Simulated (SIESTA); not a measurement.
# CuAu3: 7 runs along one coordinate

System: CuAu3 (4 atoms in the cell).
Method: Kohn-Sham DFT of a periodic cell, LDA, PseudoDojo 0.4 standard, converted to PSML, no spin polarisation (SIESTA 5.4.2).

The 7 runs differ only in the geometry, by an even scaling of the cell at fixed fractional positions. The structure derives from an entry of the Crystallography Open Database.

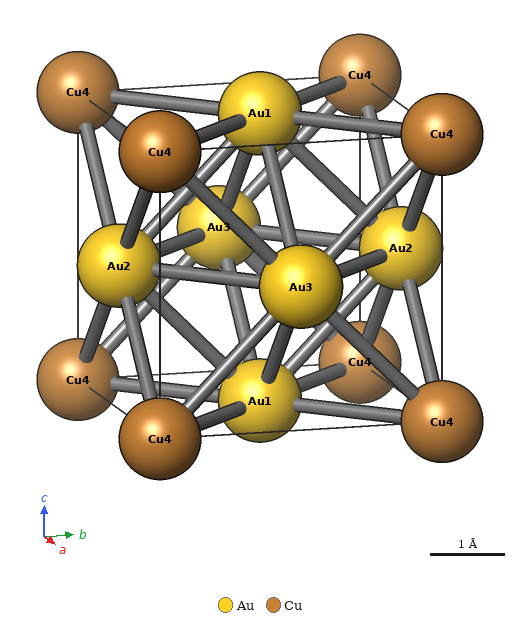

Figure 1. The structure of run 4 (ball-and-stick view of the cell of the calculation, seen slightly off an axis; atoms are numbered from 1 in the order of the input). An atom can appear more than once, as a periodic image.

### Input of run 4
```
SystemName                      CuAu3
SystemLabel                     CuAu3
NumberOfSpecies                 2
NumberOfAtoms                   4
%block ChemicalSpeciesLabel
  1  79 Au
  2  29 Cu
%endblock ChemicalSpeciesLabel

LatticeConstant                 1.0 Ang
%block LatticeVectors
     3.9800000000     0.0000000000     0.0000000000
     0.0000000000     3.9800000000     0.0000000000
     0.0000000000     0.0000000000     3.9800000000
%endblock LatticeVectors
AtomicCoordinatesFormat         Fractional
%block AtomicCoordinatesAndAtomicSpecies
     0.5000000000     0.5000000000     0.0000000000  1  Au
     0.5000000000     0.0000000000     0.5000000000  1  Au
     0.0000000000     0.5000000000     0.5000000000  1  Au
     0.0000000000     0.0000000000     0.0000000000  2  Cu
%endblock AtomicCoordinatesAndAtomicSpecies

%block kgrid.MonkhorstPack
    7   0   0  0.0
    0   7   0  0.0
    0   0   7  0.0
%endblock kgrid.MonkhorstPack
XC.Functional                   LDA
XC.Authors                      PW92
PAO.BasisSize                   DZP
PAO.EnergyShift                 0.003 Ry
Mesh.Cutoff                     800 Ry
OccupationFunction              FD
ElectronicTemperature           0.05 eV
MaxSCFIterations                120
SCF.MustConverge                false
SCF.Mixer.Method                Pulay
SCF.Mixer.Weight                0.25
SCF.Mixer.History               8
SCF.DM.Tolerance                5.0e-05
SCF.H.Tolerance                 1.0e-03 eV
WriteForces                     true
Charge.Mulliken                 end
%block PAO.Basis
  Au 5
  n=5 0 2
    2.662 0.000
  n=6 0 2
    6.913 0.000
  n=5 1 2
    3.170 0.000
  n=6 1 1
    6.913
  n=5 2 2
    5.447 0.000
  Cu 5
  n=3 0 2
    2.379 0.000
  n=4 0 2
    7.181 0.000
  n=3 1 2
    2.662 0.000
  n=4 1 1
    7.181
  n=3 2 2
    4.908 0.000
%endblock PAO.Basis
```

Command:
```bash
siesta < CuAu3.fdf > CuAu3.out 2>&1
```

Run 2 differs from it as follows:
```diff
-     3.9800000000     0.0000000000     0.0000000000
-     0.0000000000     3.9800000000     0.0000000000
-     0.0000000000     0.0000000000     3.9800000000
+     3.9262096223     0.0000000000     0.0000000000
+     0.0000000000     3.9262096223     0.0000000000
+     0.0000000000     0.0000000000     3.9262096223
```

### Results, with one run withheld

```tsv
run	volume per atom (Å³)	free energy per atom, from the lowest run given (meV)	pressure (GPa)
1	14.816	10.21	7.00
2	15.131	?	?
3	15.446	0.00	−1.37
4	15.761	6.24	−4.96
5	16.076	19.15	−8.00
6	16.392	37.41	−10.50
7	16.707	60.40	−12.83
```

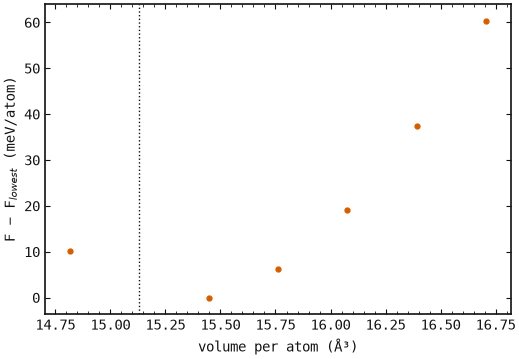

Figure 2. Free energy per atom of the runs given; the dotted line marks run 2.

Estimate the energy of run 2 from the others.

A cubic polynomial in V^(−2/3) (the Birch–Murnaghan form), fitted to the 6 runs given, misses them by at most 0.10 meV per atom. With x = V^(−2/3) − 0.15851 Å⁻², it reads F = 9.1907 − 5427.5 x + 7.3365e+05 x² + 4.5578e+06 x³ (meV per atom). At run 2 it gives 0.86 meV per atom, and the run itself gives 0.95. The slope of the fit gives a pressure −dF/dV of 2.51 GPa there, and the run prints 2.48 GPa. The fit has its minimum at 15.324 Å³ per atom, where V d²F/dV² gives 191 GPa: the bulk modulus at this level, since symmetry fixes the shape and the positions.

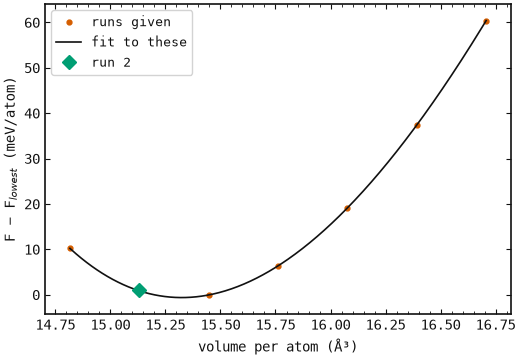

Figure 3. The fit and the withheld run.

### Some lines of the output (run 2)
```
[...]
outcell: Cell volume (Ang**3)        :     60.5230
stepf: Fermi-Dirac step function
siesta: Etot    =    -17179.454856
siesta: FreeEng =    -17179.467458
        iscf     Eharris(eV)        E_KS(eV)     FreeEng(eV)     dDmax    Ef(eV) dHmax(eV)
siesta: E_KS(eV) =           -17199.1793
siesta: E_KS - E_eggbox =    -17199.1793
siesta: Etot    =    -17199.179254
siesta: FreeEng =    -17199.190822
siesta:         Fermi =      -2.479901
siesta: Cell volume =         60.523000 Ang**3
    Orbital volume contribution        =           3.176315 eV
```

Notes: Points of doubt noted for this run: mulliken charges of long orbitals. Spin–orbit coupling is left out, which matters for Au. With a small basis of atomic orbitals these values can differ much from converged plane-wave results.
